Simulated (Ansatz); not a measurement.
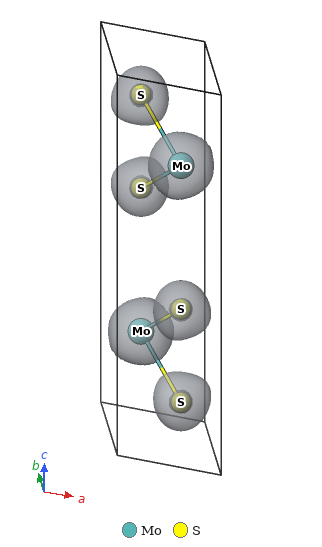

MoS2. Isosurface of the valence electron density at 0.8 e/Å³ (grey), seen at an oblique angle. Sticks mark near contacts.

Space group P6₃/mmc; computed pressure about −5 GPa in this cell; computed without spin polarisation.

These are results of Ansatz 0.2.0, DFT, LDA, PAW with Ansatz's default frozen-core files, scalar-relativistic, not measurements.

In a PAW calculation such maps are meaningful between the atoms, not at the nuclei.

```
CELL_PARAMETERS angstrom
3.20260 0.00000 0.00000
-1.60130 2.77353 0.00000
0.00000 0.00000 12.45679
ATOMIC_POSITIONS crystal
Mo 0.33333 0.66667 0.25000
Mo 0.66667 0.33333 0.75000
S 0.33333 0.66667 0.62750
S 0.66667 0.33333 0.12750
S 0.33333 0.66667 0.87250
S 0.66667 0.33333 0.37250
```

**What does this surface tell about the bonding?**

At this value the density breaks into separate islands; it holds about 55 % of the electrons treated as valence (semicore included). It bridges none of the near contacts. It is pinched off along the sampled Mo–S (2.40 Å) contacts. On the grid the lowest density along these lines, outside the cores, is 0.62 e/Å³ (Mo–S, 2.40 Å).
